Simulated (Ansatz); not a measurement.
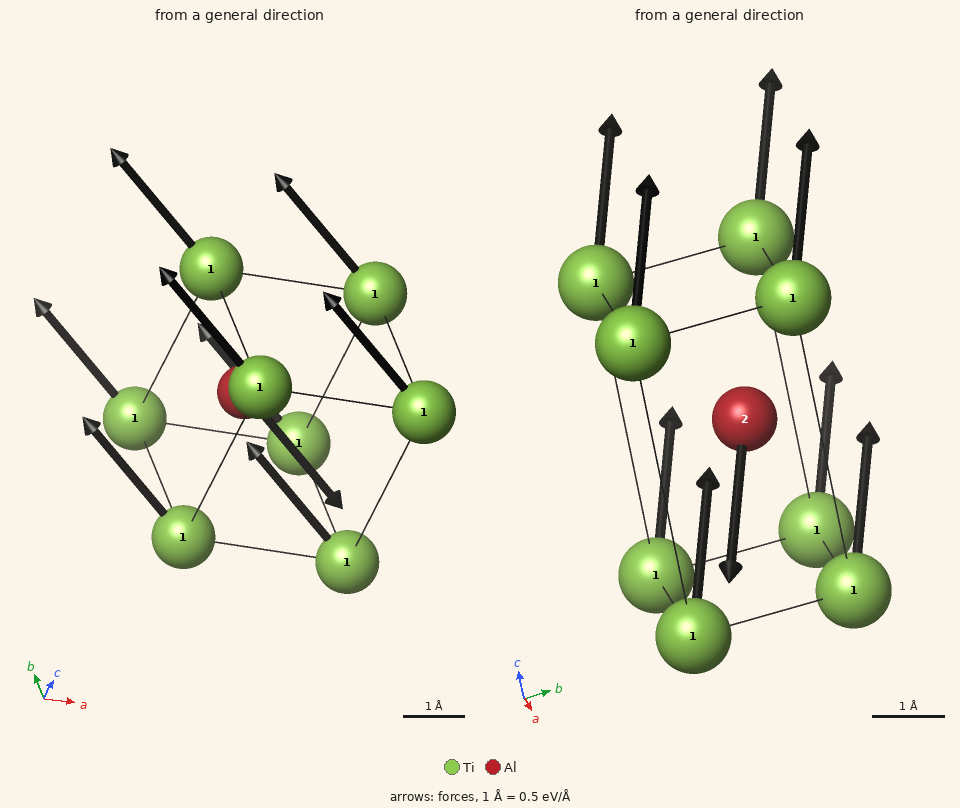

View from two general directions, drawn as a spheres-only model. Atoms at the boundary of the simulation cell (the box) are drawn once for each face, edge or corner they touch. The arrows are the computed forces on the atoms.

System: TiAl. Setup: Ansatz, DFT r2SCAN, scalar-relativistic, plane waves, PAW; plane waves to 500 eV, Brillouin-zone sampling on a 12×12×8 mesh, Gaussian smearing of 0.15 eV, no spin polarisation.

Could this be the end point of a relaxation?

Answer. No. The atoms still feel forces of up to about 1.1 eV/Å, far above a usual threshold of 0.01 to 0.03 eV/Å.

Where is the maximum force, and how large is it?

Answer. Ti1 and Al2, about 1.1 eV/Å.

Its origin is a structure listed in the Materials Project. The cell was then strained or its atoms displaced on purpose. It was run through Ansatz as a DFT input.
